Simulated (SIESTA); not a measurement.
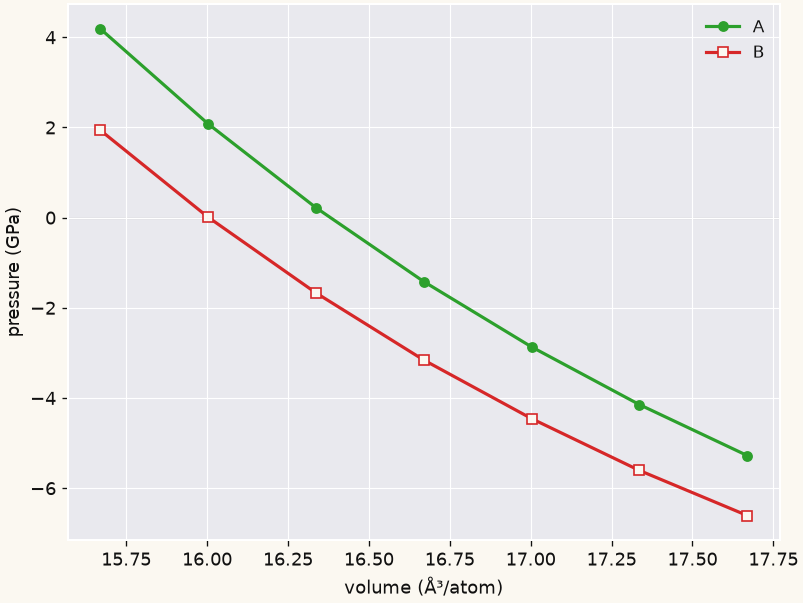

The plot gives the computed pressure against volume, with one curve for each functional, for Al (space group P6_3/mmc). The labels are replaced by letters. In alphabetical order the cases are: LDA; PBEsol.

Method: DFT in numerical atomic orbitals with pseudopotentials, no spin polarisation; energies at scaled volumes of the given cell, shape and fractions fixed, counted from the fit's minimum, third-order Birch-Murnaghan fit (SIESTA 5.4.2). All runs: no spin polarisation.

| setting | value |
| --- | --- |
| k mesh | 11×11×6 |
| occupations | Fermi–Dirac |
| smearing width | 0.05 eV |
| potentials | PseudoDojo 0.4 standard, converted to PSML, two zetas on semicore shells |

Which letter stands for which functional?

Answer. A: PBEsol; B: LDA.

Caveats: mulliken charges of long orbitals; shape and atomic fractions are frozen while scaling, which makes layered, chain and framework solids too stiff.
